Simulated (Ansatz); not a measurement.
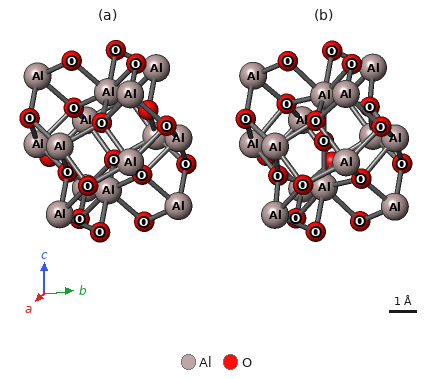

Left: perfect Al₂O₃. Right: the same region with one point defect, after relaxing the atoms in a supercell of 40 sites. The picture is a ball-and-stick view of the atoms within 3.8 Å of one point, seen slightly off an axis.

Method: DFT PBEsol, scalar-relativistic, plane waves, PAW (Ansatz). (plane-wave cutoff 420 eV; k-point mesh 2 × 2 × 2; occupations gaussian; smearing width 0.01 eV; mesh shifted by (0.5, 0.5, 0.5); collinear spin) The cell is small and the k-mesh coarse, so the numbers are rough. A uniform background neutralises the charged cell. The axes drawn are those of the host's conventional cell.

Question: What kind of defect was made?

Answer: An extra oxygen atom is put between the host's atoms (an interstitial).

The charge state of the cell is −1.

Question: How does the lattice respond?

Answer: The O atom starts with 2 Al at 1.93 Å, 6 O at 1.98 Å around its place and ends with 2 Al at 1.80 Å. Of the host's atoms, an oxygen atom moves furthest from its site, by 0.24 Å.
